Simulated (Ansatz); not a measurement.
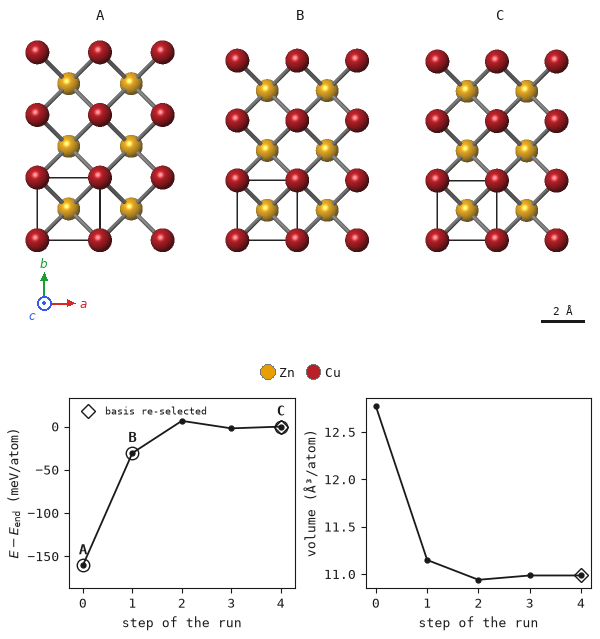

Frames of a relaxation of crystalline ZnCu (set up in Pm-3m), marked on the history of the run. The picture is a ball-and-stick view of the cell of the calculation, repeated 2 × 3 × 1 with one cell outlined, seen along the c axis.

The run lets cell and atoms move.

Theory: Kohn-Sham DFT of a periodic cell, PBE, Ansatz PAW (Ansatz 0.2.0).

The input:
```yaml
crystal:
  lattice:
    - [2.945, 0.0, 0.0]
    - [0.0, 2.945, 0.0]
    - [0.0, 0.0, 2.945]
  atoms:
    - { symbol: Zn, position: [0.5, 0.5, 0.5] }
    - { symbol: Cu, position: [0.0, 0.0, 0.0] }
hamiltonian:
  xc: pbe
  pseudopotentials: { kind: paw }
kpoints:
  mp_grid: { grid: [9, 9, 9] }
scf:
  occupations: { method: fermi_dirac, width: 0.05 }
output:
  forces: true
  stress: true
  eigenvalues: true
relax:
  f_tol: 0.01
  max_steps: 40
  cell: { stress_tol: 0.05, p_target: 30.0 }
```

Run as
```bash
ansatz run input.yaml --threads 2 --pin off --max-ram 5632MiB --backend cpu --events-out ev --progress --plain --runs-dir out
```

Question: What happens along the run?

Answer: The atoms keep their places relative to the cell (all moves are under 0.005 Å). The drawn cell changes as follows: a = b = c 2.945 → 2.801 Å (−4.9 %); the volume changes by −14.0 %. Among the contacts that change: Cu–Zn 2.550 → 2.426 Å. The space group stays Pm-3m (No. 221). Over 3 accepted moves (4 points after the start) the energy rises by 160 meV per atom. With the target pressure of 30 GPa, the enthalpy E + pV changes by −174 meV per atom. All forces vanish by symmetry, so only the cell relaxes. The pressure goes from 2.55 to 30.00 GPa. The SCF was repeated once at an unchanged geometry on a basis and grid sized afresh for the cell, which shifted the energy by 2.0 meV per atom at most. Cost: 3 s on 2 threads of Intel(R) Xeon(R) Platinum 8488C (Sapphire Rapids), on a shared host, peak memory 0.38 GiB. From step 0 to 1: volume −12.7 %, energy +130 meV per atom. From step 1 to 4: volume −1.5 %, energy +30.5 meV per atom.

| step | E − E(0), meV/atom | pressure, GPa | volume, Å³/atom | note |
| --- | --- | --- | --- | --- |
| 0 | 0.00 | 2.55 | 12.771 |  |
| 1 | 129.85 | 26.41 | 11.150 |  |
| 2 | 167.03 | 31.03 | 10.941 |  |
| 3 | 158.38 | 29.98 | 10.986 |  |
| 4 | 160.39 | 30.00 | 10.986 | same geometry, new basis |
